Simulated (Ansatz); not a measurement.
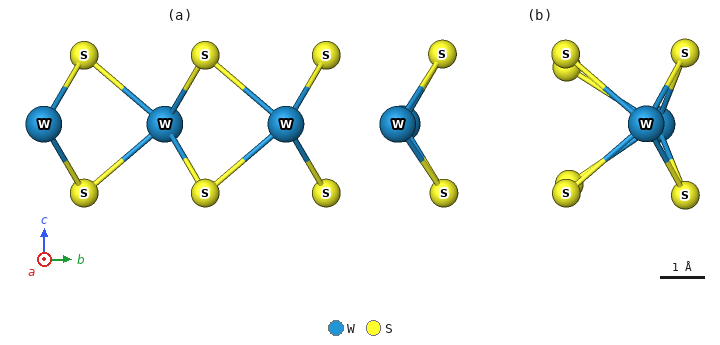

Left: perfect WS$_{2}$. Right: the same region with one point defect, after relaxing the atoms in a supercell of 15 sites. Style: ball-and-stick. Shown: the atoms within 4.3 Å of one point, in a slice 4.2 Å thick across the line of sight, along the a axis.

Level of theory: DFT PBE, scalar-relativistic, plane waves, PAW (Ansatz). (plane-wave cutoff 420 eV; k-point mesh 1 × 1 × 1; occupations gaussian; smearing width 0.01 eV; collinear spin) The cell is small and the k-mesh coarse, so the numbers are rough. The axes drawn are those of the host's conventional cell.

### Which defect is it?

A tungsten atom is taken out (a vacancy).

The charge state of the cell is 0.

### How does the lattice respond?

Around the empty W site the host had 6 S at 2.42 Å; after relaxation the nearest atoms are 6 S at 2.32 to 2.47 Å. Of the host's atoms, a sulfur atom moves furthest from its site, by 0.29 Å. The cell's net moment is 2.00 μB.

Limits of the set-up: layers or molecules are held without a dispersion correction, so their spacing is unreliable.
